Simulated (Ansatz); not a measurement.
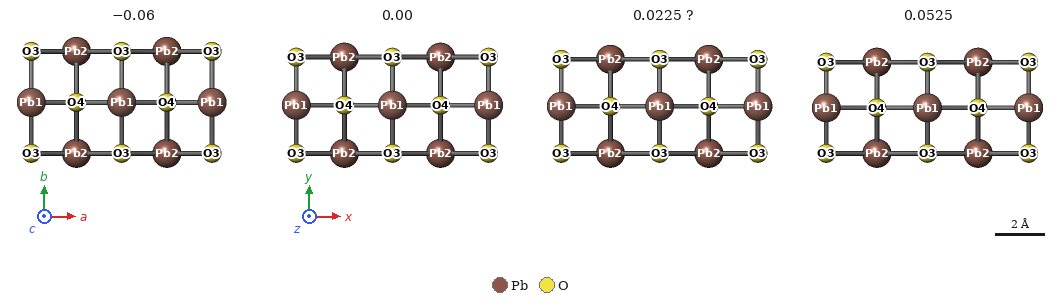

Energy scan for a crystal of PbO (P4/nmm), in which the cell is strained along x and oppositely along y, with the atoms kept at their fractional coordinates. x, y and z are the Cartesian axes of the input. The picture is a ball-and-stick view of the cell of the calculation, repeated 2 × 1 × 2 with one cell outlined, seen along the c axis.

Level of theory: DFT PBE, scalar-relativistic, plane waves, PAW in Ansatz. Set-up: plane-wave cutoff 420 eV; k-point mesh 8 × 8 × 6; occupations gaussian; smearing width 0.05 eV; no spin polarisation. Energies (free energies at the smearing named) are counted from the cell as listed in its source, which wasn't relaxed.

| strain | energy change (meV/atom) |
| --- | --- |
| −0.0600 | 37.6 |
| −0.0300 | 9.2 |
| 0.0000 | 0.0 |
| 0.0075 | 0.6 |
| 0.0150 | 2.3 |
| 0.0225 | ? |
| 0.0375 | 14.4 |
| 0.0450 | 20.8 |
| 0.0525 | 28.5 |

Question: One row is withheld. What is its energy?

Answer: A straight line between the two neighbours gives 6.3 meV/atom. A cubic through the four nearest rows (0.0075, 0.0150, 0.0375, 0.0450) gives, with Lagrange weights, (−0.3000)(0.6) + (1.0000)(2.3) + (0.5000)(14.4) + (−0.2000)(20.8) = 5.2 meV/atom. The calculation gives 5.1 meV/atom, so the cubic is 0.1 meV/atom too high and the straight line 1.2 meV/atom too high, as the curve bends upwards here.

The whole profile:

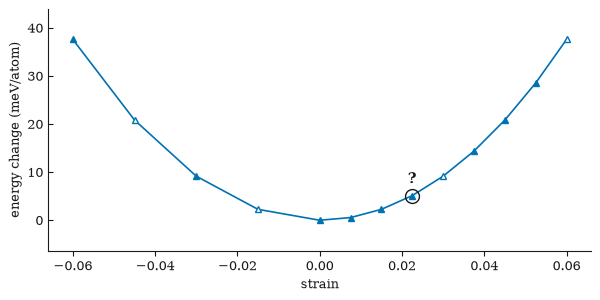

Limits of the set-up: layers or molecules are held without a dispersion correction, so their spacing is unreliable.
